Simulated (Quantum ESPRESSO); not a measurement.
# Run report: P, band-structure run (part 3 of 3)

The same run, continued: P (Cmce, 4 atoms in the cell); Kohn-Sham DFT of a periodic cell, vdW-DF3-opt1, PseudoDojo 0.4.1 SR PBE standard, no spin polarisation (Quantum ESPRESSO 7.5); cutoff 598.65 eV, 8×8×6 k-mesh, fermi-dirac of 0.05 eV. The structure derives from a Materials Project entry.

Geometry of the input (Å; fractional positions):
```
1.6477  -5.4650  0.0000
1.6477  5.4650  0.0000
0.0000  0.0000  4.5436
P  0.9041  0.0959  0.5888
P  0.0959  0.9041  0.4112
P  0.5959  0.4041  0.0888
P  0.4041  0.5959  0.9112
```

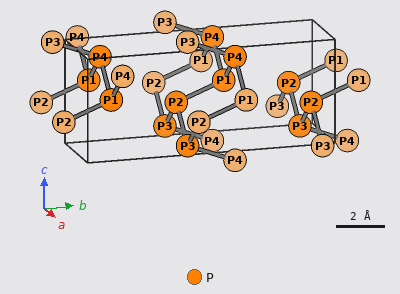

The input geometry (ball-and-stick view of the cell 2 times as large as that of the calculation, set on its symmetry axes, seen slightly off an axis; neighbours outside the cell are drawn fainter; atoms are numbered from 1 in the order of the input). An atom can appear more than once, as a periodic image.

## What the program printed, continued
```
    -7.8609  -7.8609  -2.1575  -2.1575   2.5582   2.5582   3.4813   3.4813
     5.1020   5.1020   8.2029   8.2029   9.6935   9.6935  10.9752  10.9752

          k = 0.8660 0.0000 0.0000 (  2711 PWs)   bands (ev):

    -6.1979  -6.0908  -3.5477  -3.2547   1.1282   1.2245   3.3689   3.4328
     3.8539   4.4535   7.2619   7.4403   8.2111   8.3597   9.8812  10.0719

          k = 0.8660 0.0000 0.2094 (  2701 PWs)   bands (ev):

    -6.1114  -6.0138  -3.5910  -3.3561   0.9336   1.1238   2.7598   2.8827
     4.3087   4.9445   7.1392   7.6231   8.9575   9.1913   9.9616  10.1314

          k = 0.8660 0.0000 0.4188 (  2719 PWs)   bands (ev):

    -5.9056  -5.8414  -3.7163  -3.6074   0.7577   1.1062   1.8392   2.2289
     4.5532   5.1111   8.0750   8.7226   9.0051   9.7101  10.9869  11.4951

          k = 0.8660 0.0000-0.6281 (  2722 PWs)   bands (ev):

    -5.7603  -5.7603  -3.7837  -3.7837   1.0007   1.0007   1.6083   1.6083
     4.8529   4.8529   8.6867   8.6867  10.1799  10.1799  11.2000  11.2000

          k = 1.0825 0.0653 0.0000 (  2703 PWs)   bands (ev):

    -7.2870  -4.8619  -4.8204  -1.6476   0.7061   1.4548   2.6271   3.1845
     4.4601   4.7812   7.4049   7.9477   8.1641   9.0930   9.6331  11.2097

          k = 1.0825 0.0653 0.2094 (  2714 PWs)   bands (ev):

    -7.1655  -5.2729  -4.3754  -1.8488   0.3250   1.3311   2.6800   3.0614
     4.6380   4.9569   7.4458   8.1882   8.8159   8.8376  10.5840  10.8520

          k = 1.0825 0.0653 0.4188 (  2717 PWs)   bands (ev):

    -6.8207  -5.7648  -3.7988  -2.3959   0.0125   0.8137   2.4038   3.1622
     4.9038   5.2669   7.5381   9.0335   9.3379   9.5943  10.4484  11.3529

          k = 1.0825 0.0653-0.6281 (  2734 PWs)   bands (ev):

    -6.3167  -6.3167  -3.1082  -3.1082   0.2145   0.2145   2.7295   2.7295
     5.1872   5.1872   8.4248   8.4248   9.7153   9.7153  11.3378  11.3378

          k =-0.4330-0.3917 0.0000 (  2711 PWs)   bands (ev):

    -8.2013  -5.7910  -3.6233   0.0736   0.7470   1.0344   1.9959   2.8779
     4.8946   5.8398   7.1564   7.9863   9.6704   9.9298  11.0693  11.6576

          k =-0.4330-0.3917 0.2094 (  2725 PWs)   bands (ev):

    -8.0683  -5.9743  -3.5012  -0.4870   0.3718   1.2377   2.5938   2.9877
     4.8634   5.5854   7.5970   8.3415   9.1080  10.2472  10.9309  11.7801

          k =-0.4330-0.3917 0.4188 (  2723 PWs)   bands (ev):

    -7.6861  -6.4753  -3.0948  -1.4601   0.2274   1.0122   3.0345   3.8112
     4.8243   5.1423   8.2527   8.7557   9.2421  10.0806  11.1301  11.5857

          k =-0.4330-0.3917-0.6281 (  2720 PWs)   bands (ev):

    -7.1133  -7.1133  -2.3897  -2.3897   0.5230   0.5230   3.6296   3.6296
     4.9863   4.9863   8.7121   8.7121   9.6640   9.6640  11.5438  11.5438

          k =-0.2165-0.3264 0.0000 (  2712 PWs)   bands (ev):

    -8.7779  -6.3225  -3.0716   0.5214   1.2489   1.6770   1.7518   3.3951
     4.6469   6.3260   7.4740   8.6299   9.0375  10.0744  11.3089  11.8479

          k =-0.2165-0.3264 0.2094 (  2722 PWs)   bands (ev):

    -8.6403  -6.4923  -3.1140  -0.2486   1.3512   1.8402   2.6505   3.2234
     5.0526   5.6399   7.9440   8.7530   9.1526   9.9523  10.6508  11.2825

          k =-0.2165-0.3264 0.4188 (  2730 PWs)   bands (ev):

    -8.2440  -6.9893  -2.9508  -1.3956   1.6337   2.4826   2.8293   3.9456
     4.6095   5.4889   8.6779   9.2126   9.3729   9.5372   9.9830  10.5469

          k =-0.2165-0.3264-0.6281 (  2736 PWs)   bands (ev):

    -7.6486  -7.6486  -2.3549  -2.3549   2.1267   2.1267   3.5042   3.5042
     5.1575   5.1575   8.9927   8.9927   9.5820   9.5820  10.2227  10.2227

          k = 0.0000-0.2611 0.0000 (  2712 PWs)   bands (ev):

    -8.9906  -6.4566  -2.9856   0.2488   1.5485   1.6543   2.6465   4.2682
     4.3231   6.1664   7.4755   7.6493   8.7978   9.5437  11.6722  12.3130

          k = 0.0000-0.2611 0.2094 (  2731 PWs)   bands (ev):

    -8.8510  -6.6382  -3.0601  -0.2886   1.5165   2.4350   2.7531   4.1745
     4.9340   5.3459   7.7611   8.2380   8.5234   9.4383  11.4854  11.6117

          k = 0.0000-0.2611 0.4188 (  2735 PWs)   bands (ev):

    -8.4482  -7.1600  -2.9297  -1.3885   2.1895   3.0518   3.6264   3.8910
     4.1755   5.7213   8.0298   8.0906   9.2900   9.4102  10.5671  10.9071

          k = 0.0000-0.2611-0.6281 (  2740 PWs)   bands (ev):

    -7.8401  -7.8401  -2.3441  -2.3441   3.0651   3.0651   3.4723   3.4723
     5.0422   5.0422   8.2089   8.2089   9.7791   9.7791  10.2359  10.2359

          k = 1.2991 0.0000 0.0000 (  2716 PWs)   bands (ev):

    -8.1808  -5.8373  -3.6245   0.1036   0.7320   1.1722   1.8438   2.8220
     5.1095   5.8797   7.4057   7.4922   9.7007  10.0091  11.1751  11.9463

          k = 1.2991 0.0000 0.2094 (  2729 PWs)   bands (ev):

    -8.0487  -6.0061  -3.5154  -0.4849   0.3378   1.2850   2.6922   2.8509
     5.0681   5.6395   7.7563   7.9536   9.2051  10.2700  11.1857  11.3719

          k = 1.2991 0.0000 0.4188 (  2717 PWs)   bands (ev):

    -7.6698  -6.4823  -3.1309  -1.4959   0.1926   0.9982   3.1985   3.7764
     5.0772   5.2202   8.0886   8.8671   9.1223   9.9362  11.1050  11.2450

          k = 1.2991 0.0000-0.6281 (  2706 PWs)   bands (ev):

    -7.1046  -7.1046  -2.4355  -2.4355   0.4930   0.4930   3.7480   3.7480
     5.1664   5.1664   8.4847   8.4847   9.6574   9.6574  11.3832  11.3833

          k =-0.2165-0.4570 0.0000 (  2704 PWs)   bands (ev):

    -8.7398  -6.4089  -3.0545   0.7734   1.1769   1.3997   1.7141   3.3981
     5.1401   6.5874   7.1151   8.5175   8.9895  10.0973  11.4006  12.1345

          k =-0.2165-0.4570 0.2094 (  2720 PWs)   bands (ev):

    -8.6038  -6.5540  -3.1336  -0.3011   1.3185   2.0696   2.4693   3.2418
     5.4125   5.9420   7.6435   8.5908   9.1251   9.9692  10.7710  11.0810

          k =-0.2165-0.4570 0.4188 (  2730 PWs)   bands (ev):

    -8.2134  -7.0040  -3.0334  -1.5129   1.6042   2.5977   3.1608   3.7808
     5.0187   5.6509   8.3629   9.1895   9.3052   9.4645   9.9999  10.0667

          k =-0.2165-0.4570-0.6281 (  2734 PWs)   bands (ev):

    -7.6322  -7.6322  -2.4729  -2.4729   2.1078   2.1078   3.9555   3.9555
     5.1389   5.1389   8.9862   8.9862   9.1634   9.1634  10.1802  10.1802

          k = 0.0000-0.3917 0.0000 (  2706 PWs)   bands (ev):

    -8.9419  -6.5694  -2.9556   0.5103   1.3638   1.3695   2.6134   4.3233
     4.8348   6.6156   7.1801   7.5743   8.8625   9.5059  11.4707  12.4213

          k = 0.0000-0.3917 0.2094 (  2715 PWs)   bands (ev):

    -8.8043  -6.7183  -3.0877  -0.3520   1.6676   2.3207   2.7222   4.2176
     5.2749   5.8281   7.6743   7.8617   8.5482   9.4312  10.9812  11.7234

          k = 0.0000-0.3917 0.4188 (  2734 PWs)   bands (ev):

    -8.4089  -7.1787  -3.0486  -1.5560   2.6964   3.0280   3.4748   3.9068
     4.7514   5.7853   7.9389   8.0794   8.7996   9.4583  10.1504  10.6773

          k = 0.0000-0.3917-0.6281 (  2738 PWs)   bands (ev):

    -7.8189  -7.8189  -2.5125  -2.5125   3.4635   3.4635   3.6669   3.6669
     4.9169   4.9169   8.1932   8.1932   9.5658   9.5658   9.8690   9.8690

          k =-1.7321 0.0000 0.0000 (  2708 PWs)   bands (ev):

    -8.9206  -6.6166  -2.9429   0.6983   1.1655   1.2921   2.6003   4.3456
     5.1857   6.8132   6.8601   7.5479   8.8826   9.4908  11.8437  12.3477

          k =-1.7321 0.0000 0.2094 (  2718 PWs)   bands (ev):

    -8.7840  -6.7526  -3.0965  -0.3873   1.7936   2.2099   2.7098   4.2349
     5.5516   5.9941   7.4978   7.7393   8.5456   9.4292  10.7947  11.7700

          k =-1.7321 0.0000 0.4188 (  2728 PWs)   bands (ev):

    -8.3919  -7.1874  -3.0933  -1.6235   3.0184   3.1332   3.1843   3.9131
     5.0306   5.8369   7.8206   8.1187   8.5783   9.4796   9.8264  10.7240

          k =-1.7321 0.0000-0.6281 (  2732 PWs)   bands (ev):

    -7.8099  -7.8099  -2.5781  -2.5781   3.4598   3.4598   3.9988   3.9988
     4.7975   4.7975   8.1697   8.1697   9.3021   9.3021   9.9075   9.9075

     the Fermi energy is     6.8361 ev

!    total energy              =     -55.46074707 Ry
     estimated scf accuracy    <          1.4E-10 Ry
     smearing contrib. (-TS)   =      -0.00003903 Ry
     internal energy E=F+TS    =     -55.46070804 Ry

     The total energy is F=E-TS. E is the sum of the following terms:
     one-electron contribution =       3.18920636 Ry
     hartree contribution      =       7.26763223 Ry
     xc contribution           =     -16.43914885 Ry
     ewald contribution        =     -49.47839779 Ry

     convergence has been achieved in   9 iterations

     Forces acting on atoms (cartesian axes, Ry/au):

     atom    1 type  1   force =    -0.00000000    0.01193154   -0.01618260
     atom    2 type  1   force =     0.00000000   -0.01193154    0.01618260
     atom    3 type  1   force =     0.00000000   -0.01193154   -0.01618260
     atom    4 type  1   force =    -0.00000000    0.01193154    0.01618260

     Total force =     0.040211     Total SCF correction =     0.000024

     Computing stress (Cartesian axis) and pressure

          total   stress  (Ry/bohr**3)                   (kbar)     P=       10.46
   0.00007539   0.00000000   0.00000000           11.09        0.00        0.00
  -0.00000000   0.00005879   0.00000000           -0.00        8.65        0.00
   0.00000000   0.00000000   0.00007920            0.00        0.00       11.65

=------------------------------------------------------------------------------=
   JOB DONE.
=------------------------------------------------------------------------------=
```

## File pp_potential.out
```
This program is part of the open-source Quantum ESPRESSO suite
     for quantum simulation of materials; please cite
         "P. Giannozzi et al., J. Phys.:Condens. Matter 21 395502 (2009);
         "P. Giannozzi et al., J. Phys.:Condens. Matter 29 465901 (2017);
         "P. Giannozzi et al., J. Chem. Phys. 152 154105 (2020);
          URL
     in publications or presentations arising from this work. More details at

     ./tmp/pwscf.save/

     IMPORTANT: XC functional enforced from input :
     Exchange-correlation= VDW-DF3-OPT1
                           (   1   4  45   0   3   0   0)
     Any further DFT definition will be discarded
     Please, verify this is what you really want

     G-vector sticks info
     --------------------
     sticks:   dense  smooth     PW     G-vecs:    dense   smooth      PW
     Sum         899     899    307                21763    21763    4263

     Using Slab Decomposition

     %%%%%%%%%%%%%%%%%%%%%%%%%%%%%%%%%%%%%%%%%%%%%%%%%%%%%%%%%%%%%%%%%%%%%%%%
     %                                                                      %
     % You are using vdW-DF, which was implemented by the Thonhauser group. %
     % Please cite the following two papers that made this development      %
     % possible and the two reviews that describe the various versions:     %
     %                                                                      %
     %   T. Thonhauser et al., PRL 115, 136402 (2015).                      %
     %   T. Thonhauser et al., PRB 76, 125112 (2007).                       %
     %   K. Berland et al., Rep. Prog. Phys. 78, 066501 (2015).             %
     %   D.C. Langreth et al., J. Phys.: Condens. Matter 21, 084203 (2009). %
     %                                                                      %
     % If you are calculating stress with vdW-DF, please also cite:         %
     %                                                                      %
     %   R. Sabatini et al., J. Phys.: Condens. Matter 24, 424209 (2012).   %
     %                                                                      %
     %%%%%%%%%%%%%%%%%%%%%%%%%%%%%%%%%%%%%%%%%%%%%%%%%%%%%%%%%%%%%%%%%%%%%%%%

     %%%%%%%%%%%%%%%%%%%%%%%%%%%%%%%%%%%%%%%%%%%%%%%%%%%%%%%%%%%%%%%%%%%%%%%%
     %                                                                      %
     %  vdW-DF NEWS:                                                        %
     %                                                                      %
     %  * vdW-DF3 is now available. DOI: 10.1021/acs.jctc.0c00471           %
     %    use with input_dft = 'vdW-DF3-opt1' or 'vdW-DF3-opt2'             %
     %                                                                      %
     %  * Unscreened and range-separated hybrid vdW-DF-cx functionals       %
     %    DOI: 10.1063/1.4986522 and 10.1088/1361-648X/ac2ad2               %
     %    use with input_dft = 'vdW-DF-cx0'    and 'vdW-DF-ahcx'            %
     %  * Unscreened and range-separated hybrid vdW-DF2-b86r functionals    %
     %    DOI: 10.1063/1.4986522 and DOI: 10.1103/PhysRevX.12.041003        %
     %    use with input_dft = 'vdW-DF2-br0' and 'vdW-DF2-ahbr'             %
     %                                                                      %
     %%%%%%%%%%%%%%%%%%%%%%%%%%%%%%%%%%%%%%%%%%%%%%%%%%%%%%%%%%%%%%%%%%%%%%%%

     Calling punch_plot, plot_num =  11
     Writing data to file  potential.dat
     Reading data from file  potential.dat

     Writing data to be plotted to file potential.cube
     Plot Type: 3D                     Output format: Gaussian cube

=------------------------------------------------------------------------------=
   JOB DONE.
=------------------------------------------------------------------------------=
```

## Results in brief

- outcome: converged
- space group (tolerance 0.01 Å): Cmce (64)
- electrons treated: 20
- free energy: −754.5819 eV
- Fermi energy: 6.836 eV
- gap on the k-point mesh: 0.05 eV
- gap on the band path: 0.05 eV
- pressure: 1.05 GPa
- largest force (length of the vector): 0.517 eV/Å
- hardware: 1 thread of INTEL XEON PLATINUM @ 2.30GHz (Emerald Rapids), 24 GiB of memory available, shared host
- wall time: 7.4 min
- peak memory: 0.17 GiB

## Notes

Further notes kept with the run: potentials made for another functional. Notes on the run: eigenvalues not converged. Points of doubt noted for this run: potentials made for another functional.
